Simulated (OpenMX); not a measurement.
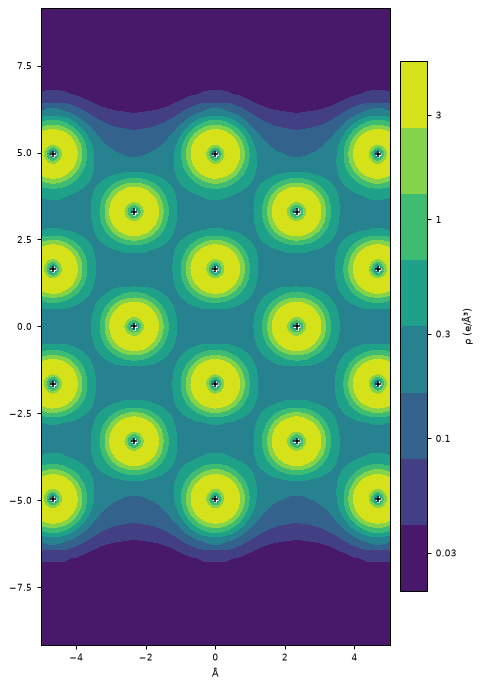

The valence pseudo-density on a plane through atoms (crosses mark nuclei in the plane).

Theory: Kohn-Sham DFT of a periodic cell, PBE, OpenMX 2013 PBE set in OpenMX.

Candidates:
A. Ru (slab), a = 2.71 Å, b = 2.71 Å, c = 27.85 Å, α = 90.00°, β = 90.00°, γ = 120.00°. Not relaxed (largest force 0.6 eV/Å).
B. Ta (slab), a = 3.30 Å, b = 3.30 Å, c = 24.91 Å, α = 90.00°, β = 90.00°, γ = 90.00°. Not relaxed (largest force 1.1 eV/Å).
C. W (slab), a = 2.87 Å, b = 2.87 Å, c = 25.15 Å, α = 90.00°, β = 90.00°, γ = 90.00°. Not relaxed (largest force 0.3 eV/Å).

> Which system is this?

Candidate B: Ta on the (11̄0) plane of the calculation cell, a cut from vacuum to vacuum, which holds Ta. Ta–Ta (2.86 Å): ρ is about 0.3 e/Å³ halfway.
